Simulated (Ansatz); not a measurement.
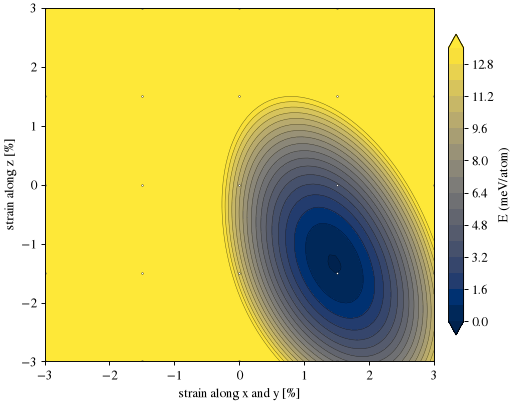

Mo (P6/mmm, No. 191; 1 atom in the cell). The cell is strained homogeneously, by one strain along x and y and another along z, with fractional coordinates fixed (x along [1 0 0], z along [0 0 1] of the conventional cell). The first coordinate is: strain along x and y; the second: strain along z. The grid has 5 × 5 points. Points are written as (first, second). Energies are in meV/atom, from the lowest grid point. The reference cell is the one listed in the database, not relaxed at this level. All numbers below come from Ansatz, DFT PBE, scalar-relativistic, plane waves, PAW. Settings: cutoff 420 eV, k-mesh 21×21×18 in the order of the run's cell vectors, gaussian smearing 0.15 eV, no spin polarisation.

In the figure: filled contours, dots at the grid points, one colour for all values above the top of the scale. Between grid points the surface is interpolated.

**Estimate the clamped-ion elastic constants that this map fixes.**

With the cell volume of 16.6 Å³, the curvatures of the interpolated surface at its minimum give C₁₁ + C₂₂ + 2C₁₂ ≈ 990 GPa, C₃₃ ≈ 420 GPa and C₁₃ + C₂₃ ≈ 240 GPa (clamped ions, Cartesian axes of the cell). A stretch of 1 % along z with free sides (kept equal in x and y) would change the in-plane lengths by about −0.24 %.
